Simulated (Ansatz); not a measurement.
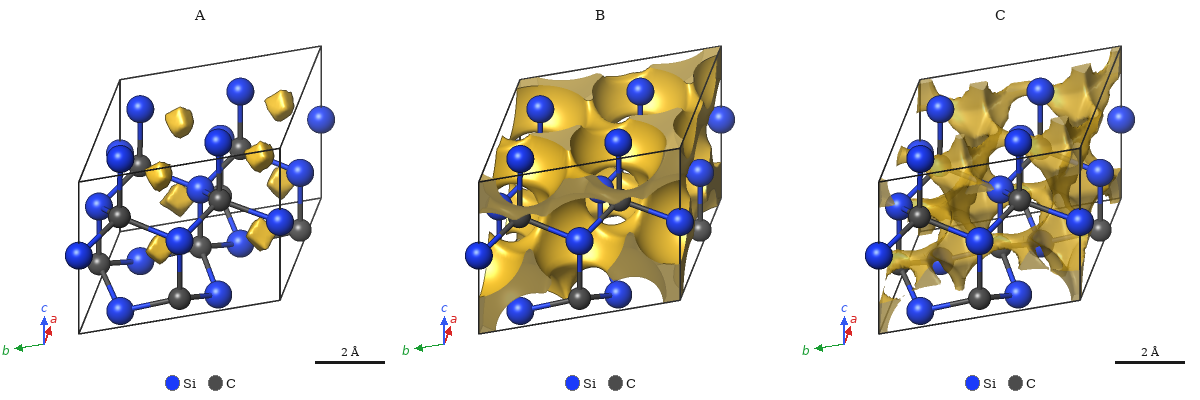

Three surfaces of the space that a probe's centre can reach in Si8C7 (P3m1, No. 156), computed for probe radii of 0.30, 0.50, 0.75 Å, in shuffled order. Pale faces close the region where the drawn box cuts it.

Hard-sphere model; covalent radii (Cordero): Si 1.11 Å, C 0.76 Å.

Origin of the cell: the geometry relaxed in a fixed cell with Ansatz, DFT PBE, scalar-relativistic, plane waves, PAW.

```cif
data_structure
_symmetry_space_group_name_H-M 'P3m1'
_symmetry_Int_Tables_number 156
_cell_length_a 6.1839
_cell_length_b 6.1839
_cell_length_c 5.0743
_cell_angle_alpha 90.000
_cell_angle_beta 90.000
_cell_angle_gamma 120.000
_cell_volume 168.05
loop_
_atom_site_label
_atom_site_type_symbol
_atom_site_symmetry_multiplicity
_atom_site_Wyckoff_symbol
_atom_site_fract_x
_atom_site_fract_y
_atom_site_fract_z
_atom_site_occupancy
Si1 Si 1 a 0.00000 0.00000 0.51539 1
Si2 Si 3 d 0.50114 0.00227 0.50171 1
Si3 Si 3 d 0.17100 0.82900 0.99834 1
Si4 Si 1 c 0.66667 0.33333 0.99791 1
C1 C 3 d 0.50120 0.00239 0.12454 1
C2 C 3 d 0.16712 0.83288 0.62175 1
C3 C 1 c 0.66667 0.33333 0.62311 1
```

Q: Which panel belongs to which radius, and what does each show?

A: B: 0.30 Å, a three-dimensional network, 33 % of the volume. C: 0.50 Å, a three-dimensional network, 13 % of the volume. A: 0.75 Å, isolated pockets that do not connect across cells, 1.6 % of the volume. The larger the probe, the smaller the space left to it.
